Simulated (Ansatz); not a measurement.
**Single-point calculation, with input and output: TiN**

System: TiN (12 atoms in the cell).
Method: DFT PBE, scalar-relativistic, plane waves, PAW, no spin polarisation (Ansatz 0.2.0).

The structure derives from an entry of the Crystallography Open Database. It belongs to a series of runs on one base structure; here: the relaxed cell repeated 6 times.

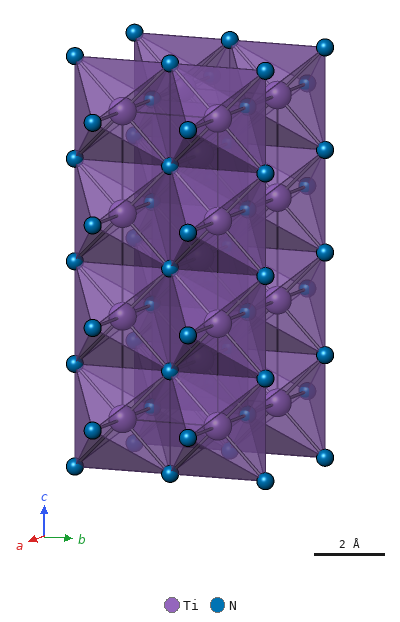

Figure 1. The input geometry (polyhedral view of the cell of the calculation, seen slightly off an axis; polyhedra are completed across the faces of the cell). An atom can appear more than once, as a periodic image.

**Results in brief**

- outcome: converged
- space group (tolerance 0.01 Å): Fm-3m (225)
- electrons treated: 102
- free energy: −17322.6755 eV
- Fermi energy: 17.066 eV
- gap on the k-point mesh: none (metallic)
- pressure: 0.04 GPa
- largest force (length of the vector): under 0.001 eV/Å
- hardware: 2 threads of Arm Neoverse V2, 24 GiB of memory available, shared host
- wall time: 76 s (CPU time 2.5 min)
- peak memory: 1.7 GiB

**Input**
```yaml
crystal:
  lattice:
    - [4.2468499284, 0.0, 0.0]
    - [0.0, 2.1234249642, -2.1234249642]
    - [0.0, 6.3702748926, 6.3702748926]
  atoms:
    - { symbol: Ti, position: [0.0, 0.0, 0.3333333333] }
    - { symbol: Ti, position: [0.5, 0.5, 0.5] }
    - { symbol: Ti, position: [0.0, 0.0, 0.6666666667] }
    - { symbol: Ti, position: [0.5, 0.5, 0.8333333333] }
    - { symbol: Ti, position: [0.0, 0.0, 1.0] }
    - { symbol: Ti, position: [0.5, 0.5, 0.1666666667] }
    - { symbol: "N", position: [0.5, 0.0, 0.3333333333] }
    - { symbol: "N", position: [0.0, 0.5, 0.5] }
    - { symbol: "N", position: [0.5, 0.0, 0.6666666667] }
    - { symbol: "N", position: [0.0, 0.5, 0.8333333333] }
    - { symbol: "N", position: [0.5, 0.0, 0.0] }
    - { symbol: "N", position: [0.0, 0.5, 0.1666666667] }
basis:
  ecutwfc: 420
kpoints:
  mp_grid: { grid: [14, 20, 7] }
hamiltonian:
  xc: pbe
scf:
  occupations: { method: gaussian, width: 0.15 }
output:
  forces: true
  stress: true
  eigenvalues: true
```

Command:
```bash
ansatz run input.yaml --threads 2 --pin off --max-ram 5120MiB --backend cpu --events-out ev --progress --plain --runs-dir out
```

**What the program printed**
```
Engine: ansatz 0.2.0, aarch64-unknown-linux-gnu
Pseudopotentials: kind: paw
Pseudopotential: Ti, paw, valence charge 12, recommended cutoff 420 eV (normal), Ti.paw.azcp
Pseudopotential: N, paw, valence charge 5, recommended cutoff 420 eV (normal), N.paw.azcp
Functional definition: PBE
  parameter kappa = 0.804
  parameter beta = 0.06672455060314922
  exchange = pbe_x(kappa = kappa, mu = beta*pi^2/3)
  correlation = pbe_c(beta = beta)
Crystal: 12 atoms, lattice volume = 114.893 Å³
Basis set: ecut = 420 eV, 2235 PW (Γ), exchange–correlation on 60×48×128 points (8 copies of the dense FFT grid, shifted against one another)
Bands: 63, of which v1, the nominal top of the filled ones, is band 51 counted from 1 (50 counted from 0)
Symmetry: 48 space group operations
Space group: Fm-3m (ITA 225), of the structure as read, at distance tolerance 4.9e-5 Å
k-points: 352 of 1960
Non-local potential: Ti, projectors of the file, l = 0: 3, l = 1: 2, l = 2: 3, l = 3: 1
Non-local potential: N, projectors of the file, l = 0: 2, l = 1: 2, l = 2: 1
PAW form: soft (Blöchl's): semilocal exchange-correlation on the pseudo side does not see the compensation charge
PAW one-centre angular grid: Ti, 590 points (default); XC on 64 Gauss nodes
PAW one-centre angular grid: N, 110 points (default); XC on 64 Gauss nodes
Initial density: superposition of atomic densities (neutral atoms: chi_scale 0, normalization atom), corrected by the library's trained network
Initial wavefunctions: pseudopotential atomic-orbital guess
Functional: x = pbe(κ = 0.804, μ = 0.2195149727645171), c = pbe(β = 0.06672455060314922)
SCF iter   1: F=—  HF=-17322.676575 eV  |F-HF|=—  |Δ(HF+E_count)|=         —  Δρ=1.66e-3  dr2=1.83e-3  ethr=1.77e-3  ⟨swp⟩=4.0  Hψ=78660  notcnv=0
preconditioner: auto → Kerker (q_TF=auto, 2.675 Å⁻¹)  [metal: Δε(μ)=0.006 eV  Ē_g=8.357 eV  σ=0.150 eV  W_gap=0.02  n_scr=42 (ndim 8)  ℏωp=25.5 eV  f_vac=0.000  D(μ)=5.13/eV (n_scr^D=44)]
SCF iter   2: F=—  HF=-17322.675580 eV  |F-HF|=—  |Δ(HF+E_count)|=   9.95e-4  Δρ=7.20e-4  dr2=1.93e-4  ethr=1.79e-6  ⟨swp⟩=2.1  Hψ=43547  notcnv=0  defer=1
SCF iter   3: F=—  HF=-17322.675961 eV  |F-HF|=—  |Δ(HF+E_count)|=   3.81e-4  Δρ=2.14e-4  dr2=1.58e-5  ethr=1.90e-7  ⟨swp⟩=2.0  Hψ=28355  notcnv=0  defer=1
SCF iter   4: F=—  HF=-17322.675465 eV  |F-HF|=—  |Δ(HF+E_count)|=   4.96e-4  Δρ=3.19e-5  dr2=5.63e-7  ethr=1.55e-8  ⟨swp⟩=2.0  Hψ=36677  notcnv=0  defer=1
iter 5 did not close the SCF: its close was put off for the readings that it lacked (scf_convergence_deferred on its scf_iter line)
SCF iter   5: F=-17322.675465 eV  HF=-17322.675465 eV  |F-HF|=1.17e-8  |Δ(HF+E_count)|=   5.32e-7  Δρ=6.65e-6  dr2=3.93e-8  ethr=5.52e-10  ⟨swp⟩=2.0  Hψ=28760  notcnv=0  defer=1
SCF iter   6: F=-17322.675465 eV  HF=-17322.675465 eV  |F-HF|=1.59e-9  |Δ(HF+E_count)|=   1.59e-9  Δρ=2.22e-6  dr2=2.44e-9  ethr=3.86e-11  ⟨swp⟩=6.6  Hψ=84944  notcnv=0
SCF 1 converged in 6 iterations: F = -17322.675465 eV  dr2 = 2.44e-9
  greatest PAW one-centre occupation: 0.999 electrons in one spin orbital (limit 2), on the Ti atom at site 5 (counted from 0), in its partial waves of l = 0
```

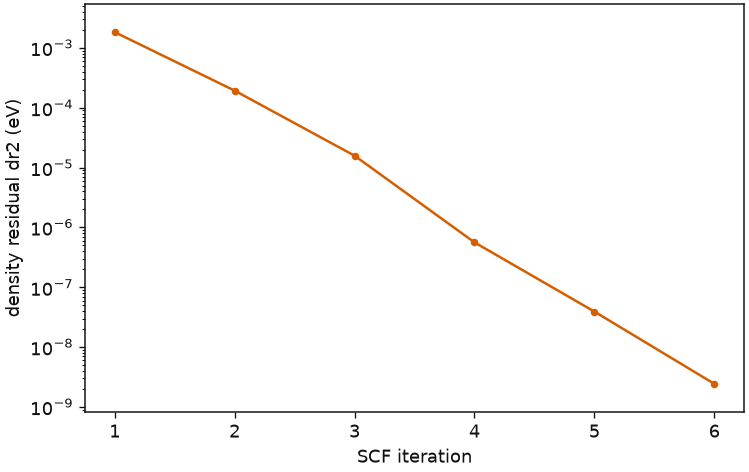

Figure 2. Convergence of the self-consistent field: density residual dr2 against the SCF iteration. The residual falls at every step.

```
SCF converged after 6 iterations
Free energy (F): -17322.675465 eV
Harris-Foulkes:  -17322.675465 eV  (|F-HF|=1.59e-9)
Internal energy: -17322.617810 eV  (E = F + TS)
E sigma→0 (E₀):  -17322.646637 eV
Entropy (-TS):   -0.057656 eV (-4.805 meV/atom)
Fermi energy:    17.065520 eV
--- Per-component energies (eV) ---
  E_band       = -558.476013
  E_kinetic    = 2438.077095
  E_local      = -4743.562518  (includes V_loc(G=0)·N_el)
  E_nonlocal   = 307.591117
  E_hartree    = 1889.783283
  E_xc         = -958.636463
  E_vxc        = -1208.473192  (∫ρ·V_xc dr)
  E_paw        = -7044.014888  (= ΣΔE_a)
  E_vpaw       = -1131.674823  (= ΣTr[D̂ρ^β])
  E_aug_tail   = 0.001304  (compensation charges beyond the density's cutoff)
  E_ewald      = -9211.856739
  E_smearing   = -0.057656  (= −TS)
  E_closure    = -0.000000  (closes the sum)
  Σ components = -17322.675465   (vs F -17322.675465, Δ=0.00e0)
--- Forces (eV/Å), atoms counted from 1 ---
  atom   1  Ti     0.00000000    -0.00000000    -0.00000000
  atom   2  Ti    -0.00000000     0.00000000     0.00000000
  atom   3  Ti     0.00000000     0.00000000     0.00000000
  atom   4  Ti     0.00000000     0.00000000     0.00000000
  atom   5  Ti    -0.00000000    -0.00000000    -0.00000000
  atom   6  Ti     0.00000000    -0.00000000    -0.00000000
  atom   7  N      0.00000000     0.00000000     0.00000000
  atom   8  N      0.00000000     0.00000000    -0.00000000
  atom   9  N      0.00000000     0.00000000     0.00000000
  atom  10  N      0.00000000     0.00000000     0.00000000
  atom  11  N      0.00000000    -0.00000000     0.00000000
  atom  12  N      0.00000000     0.00000000     0.00000000
  max |Σ_I F_I| component: 3.20e-25 eV/Å
--- Stress (GPa, compression-positive) ---
        0.192851       0.000000      -0.000000
        0.000000      -0.039934       0.005876
       -0.000000       0.005876      -0.039934
  P = ⅓ Tr σ = 0.0377 GPa (0.377 kbar)
--- Band table (eV; the first three rows and the last of 352) ---
  k-point 0: bands = ["-40.7758", "-40.7202", "-40.7202", "-40.6566", "-40.6566", "-40.6491", "-17.2942", "-17.1799", "-17.1799", "-17.1402", "-17.1402", "-17.0826", "-17.0826", "-16.9698", "-16.9697", "-16.8847", "-16.8847", "-16.8748", "-16.8748", "-16.7825", "-16.7825", "-16.7663", "-16.7663", "-16.7650", "-0.0298", "1.1560", "1.1560", "1.3830", "1.9822", "1.9822", "10.5616", "10.5616", "11.2375", "11.3172", "11.3172", "11.4837", "11.4837", "12.1781", "12.1781", "12.4225", "12.4225", "12.9701", "12.9701", "13.8330", "13.8330", "14.0152", "15.0214", "15.0214", "15.0216", "16.4561", "16.4568", "16.4568", "17.2238", "17.2238", "17.5585", "17.5585", "17.6482", "17.6492", "17.9551", "17.9551", "18.3203", "18.3203", "18.7045"]
  k-point 1: bands = ["-40.7744", "-40.7325", "-40.7079", "-40.6614", "-40.6533", "-40.6491", "-17.2906", "-17.2064", "-17.1770", "-17.1445", "-17.1358", "-17.1010", "-17.0223", "-16.9764", "-16.9676", "-16.9070", "-16.9037", "-16.8656", "-16.8462", "-16.7908", "-16.7763", "-16.7755", "-16.7673", "-16.7664", "-0.0003", "0.8933", "1.4018", "1.4134", "1.8870", "2.0378", "10.2897", "10.8539", "10.9317", "11.2404", "11.3990", "11.5959", "11.8581", "12.0067", "12.1739", "12.4058", "12.6577", "12.7384", "13.3076", "13.4150", "13.7599", "14.4227", "14.8103", "14.8571", "14.9272", "16.4738", "16.5318", "16.5705", "17.0137", "17.0337", "17.4310", "17.7049", "17.7247", "17.8473", "18.0094", "18.0621", "18.1981", "18.5412", "18.5868"]
  k-point 2: bands = ["-40.7703", "-40.7442", "-40.6962", "-40.6678", "-40.6511", "-40.6491", "-17.2800", "-17.2211", "-17.2103", "-17.1783", "-17.1042", "-17.0606", "-16.9957", "-16.9613", "-16.9593", "-16.9424", "-16.9216", "-16.8471", "-16.8216", "-16.8024", "-16.8015", "-16.7741", "-16.7720", "-16.7668", "0.0871", "0.6419", "1.4566", "1.6470", "1.7708", "2.0376", "10.1376", "10.4881", "11.2495", "11.3374", "11.3751", "11.7392", "11.8989", "11.9963", "12.3760", "12.4552", "12.6783", "12.9046", "13.1158", "13.5618", "13.6620", "14.3221", "14.4702", "14.6880", "14.9075", "16.4617", "16.5246", "16.7152", "16.8050", "16.8654", "17.4510", "17.6505", "17.6836", "17.9222", "18.3279", "18.3374", "18.4295", "18.4765", "18.7344"]
  k-point 351: bands = ["-40.6741", "-40.6741", "-40.6701", "-40.6701", "-40.6490", "-40.6490", "-17.3674", "-17.3674", "-17.3408", "-17.3408", "-17.1370", "-17.1370", "-17.1320", "-17.1320", "-16.9860", "-16.9860", "-16.9218", "-16.9218", "-16.8809", "-16.8809", "-16.8511", "-16.8511", "-16.8375", "-16.8375", "1.8443", "1.8443", "2.2329", "2.2329", "2.3094", "2.3094", "9.3364", "9.3364", "9.5802", "9.5802", "11.5127", "11.5127", "11.5965", "11.5965", "11.6073", "11.6073", "11.6121", "11.6121", "11.7340", "11.7340", "11.7772", "11.7772", "11.8247", "11.8247", "17.9823", "17.9823", "17.9868", "17.9868", "18.2582", "18.2582", "18.4170", "18.4170", "18.6079", "18.6079", "18.6952", "18.6952", "19.2717", "19.2717", "19.2931"]
```
